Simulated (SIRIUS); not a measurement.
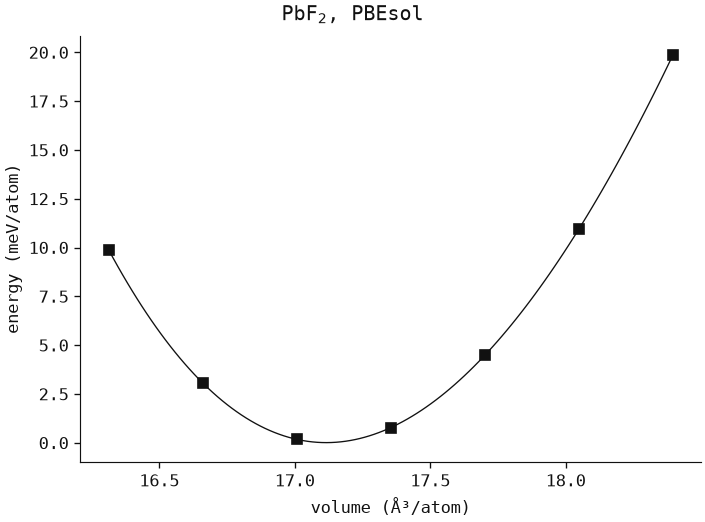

The figure shows the energy against volume for PbF₂, space group Fm-3m (No. 225).

Structure:
```xyz
3
Lattice="0.0000 2.9637 2.9637 2.9637 0.0000 2.9637 2.9637 2.9637 0.0000" Properties=species:S:1:pos:R:3 pbc="T T T"
Pb    0.0000    0.0000    0.0000
F     4.4455    4.4455    4.4455
F     1.4818    1.4818    1.4818
```

Calculation (SIRIUS 7.10.0): plane-wave DFT, no spin polarisation; energies at scaled volumes of the given cell, shape and fractions fixed, counted from the fit's minimum, third-order Birch-Murnaghan fit. Level: PBEsol.

```
       setting                          value
        k mesh                          8×8×8
   occupations                    Fermi–Dirac
smearing width                        0.05 eV
    potentials  dojo sr pbesol 0.4.1 standard
   wave cutoff                        1152 eV
density cutoff                        4606 eV
```

From this curve and the settings, what does the calculation give for the pressure at the same points?

The pressure falls from 4.12 GPa at volume 16.31 Å³/atom to −4.65 GPa at 18.39 Å³/atom, and changes sign near 17.12 Å³/atom.

```tsv
volume (Å³/atom)	pressure (GPa)
16.31	4.12
16.66	2.20
17.01	0.49
17.35	-1.03
17.70	-2.38
18.05	-3.58
18.39	-4.65
```

Limits of the calculation: spin-orbit coupling left out, heavy elements.
